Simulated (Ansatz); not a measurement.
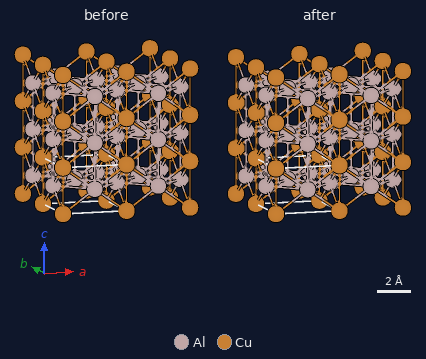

The structure of crystalline Al2Cu (built on the database_123 type) before (left) and after (right) a relaxation, at one scale.

A ball-and-stick model of the cell of the calculation, repeated 2 × 2 × 3 with one cell outlined, seen slightly off an axis.

Case: structure listed in a database for this formula (P4/mmm, No. 123).

Computed with DFT r2SCAN, scalar-relativistic, plane waves, PAW (Ansatz 0.2.0).

Input
```yaml
crystal:
  lattice:
    - [4.105182, 0.0, 0.0]
    - [0.0, 4.105182, 0.0]
    - [0.0, 0.0, 2.891313]
  atoms:
    - { symbol: Al, position: [0.5, 0.0, 0.5] }
    - { symbol: Al, position: [0.0, 0.5, 0.5] }
    - { symbol: Cu, position: [0.0, 0.0, 0.0] }
basis:
  ecutwfc: 500
kpoints:
  mp_grid: { grid: [12, 12, 16] }
hamiltonian:
  xc: r2scan
scf:
  occupations: { method: gaussian, width: 0.1 }
output:
  forces: true
  stress: true
  eigenvalues: true
relax:
  adjacent_minimum: "off"
  f_tol: 0.01
  max_steps: 80
  cell: { stress_tol: 0.05 }
```

Launched with:
```bash
ansatz run input.yaml --threads 1 --pin off --max-ram 2560MiB --backend cpu --events-out ev --progress --plain --runs-dir out
```

**What changed between the two?**

The energy falls by 3.7 meV per atom in 3 accepted moves (4 points after the start). All forces vanish by symmetry, so only the cell relaxes. The pressure goes from −2.15 to 0.00 GPa. The SCF was repeated once at an unchanged geometry on a basis and grid sized afresh for the cell, which shifted the energy by less than 0.05 meV per atom at most. The atoms keep their places relative to the cell (all moves are under 0.005 Å). The drawn cell changes as follows: a = b 4.105 → 4.098 Å (−0.2 %), c 2.891 → 2.839 Å (−1.8 %); the volume changes by −2.2 %. Among the contacts that change: Cu3–Cu3 2.891 → 2.839 Å, Al1–Al1 2.891 → 2.839 Å, Al1–Cu3 2.511 → 2.493 Å, Al1–Al2 2.903 → 2.897 Å. The space group stays P4/mmm (No. 123).
